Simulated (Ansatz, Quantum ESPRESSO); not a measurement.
# 2H-MoS2, 3 layers, AA' stacking: the dipole at a withheld member of a series

Method. Quantum ESPRESSO 7.5, PBE, GBRV ultrasoft. Cell and atoms are relaxed without a field with a D3(BJ) correction and then held. Sawtooth field with dipole correction, 17 Å of vacuum in the starting cell, Fermi-Dirac smearing of 0.002 Ry; bands along a path at each field. The series steps the field along the normal.

```
field along the normal  dipole (e Å)
                 0 V/Å         0.000
              0.05 V/Å         0.037
               0.1 V/Å         0.074
               0.2 V/Å         0.148
               0.3 V/Å         0.222
```

To predict: What is the dipole at 0.4 V/Å?

**Fit.** The rows at 0.2 V/Å and 0.3 V/Å give a slope of (0.222 − (0.148))/(0.3 − (0.2)) = 0.74, so a straight line gives 0.296 e Å. A parabola through these and the row at 0.1 V/Å gives 0.296 e Å.

What the calculation gave: 0.296 e Å. The line misses by 0.000 and the parabola by 0.000 e Å. Both misses are under 5 % of the step from the nearer row.

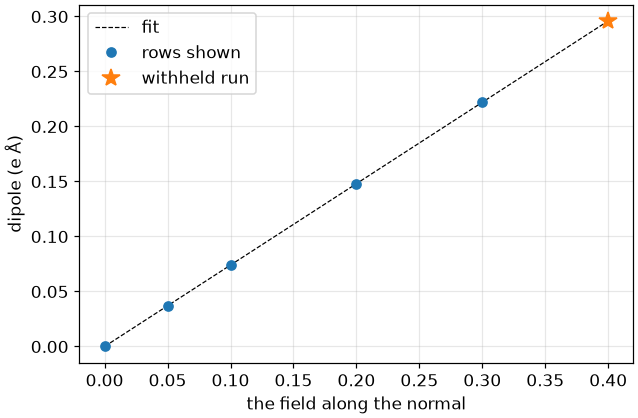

The rows shown, the fit and the withheld run.

Caveats: Ions are held; semilocal gaps are too small; in strong fields empty levels can belong to the vacuum; one stacking. Members without a usable value, or on the other side of zero field or charge, are not listed.

[Logs are printed without paths, hosts, clocks, repeated set-up lines and the standing remarks that a program may print on its own settings, such as how far it seeks lower states.]
